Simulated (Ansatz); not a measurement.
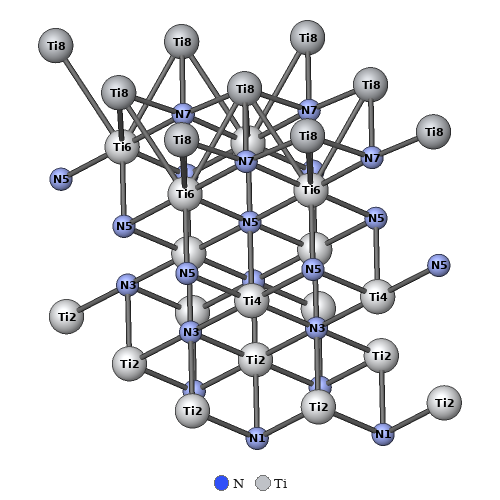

The system is C on a TiN(111) slab cut from the Fm-3m phase (8 atoms of substrate and one adsorbate in a 1 × 1 cell); the picture shows it without the atoms that are moved over the map. One C atom a 1 × 1 cell is placed over a mesh of places on the rigid (1 1 1) surface, and only its height is relaxed. Places are given modulo a cell vector. The map is drawn in real space over the plane of the surface. The grid has 4 × 4 points. Energies: eV, counted from the lowest grid point. This mesh misses the points at thirds of the hexagonal cell. With one adsorbate in each 1 × 1 cell, its nearest image is 3.0 Å away, so neighbouring adsorbates interact. Method: Ansatz 0.2.0, DFT PBEsol, scalar-relativistic, plane waves, PAW.

Range: place along a₁ from 0.00 to 0.75; place along a₂ from 0.00 to 0.75.

Q: What landscape does the calculation give?

A: The lowest grid point is at a bridge site between two Ti atoms, (0/4, 2/4) of the cell vectors. The same energy is found at a bridge site between two Ti atoms, (2/4, 0/4) of the cell vectors; a bridge site between two Ti atoms, (2/4, 2/4) of the cell vectors. The highest grid point, the top site over a surface Ti atom, (0/4, 0/4) of the cell vectors, lies 1.42 eV above the lowest. At the lowest point the adsorbate has 2 Ti at 1.97 Å as nearest neighbours, at the highest 1 Ti at 1.95 Å. Its relaxed height above the top atom is 1.30 Å at the lowest and 1.95 Å at the highest point.

```
place along a₂ ↓, place along a₁ →   0/4   1/4   2/4   3/4
                               3/4  0.96  0.09  0.09  0.96
                               2/4  0.00  0.09  0.00  0.38
                               1/4  0.96  0.96  0.38  0.38
                               0/4  1.42  0.96  0.00  0.96
```

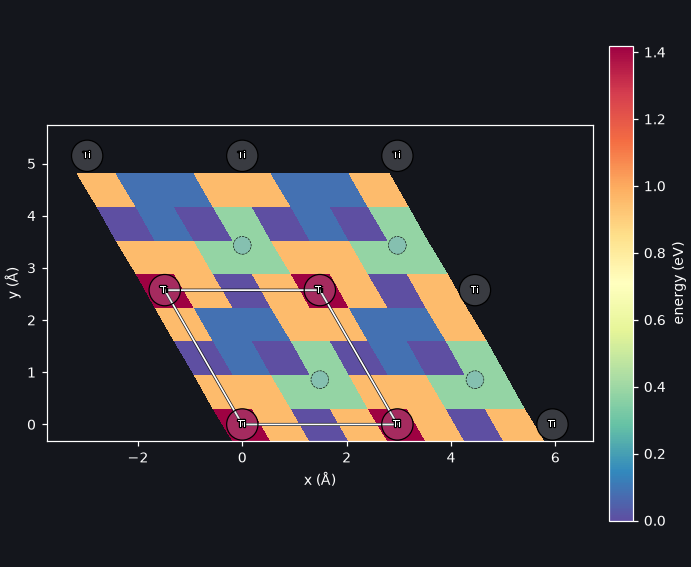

The picture shows one coloured cell a grid point, labelled circles for the atoms of the top layer and small ones for the second layer, the outline of one cell of the 2 × 2 shown.
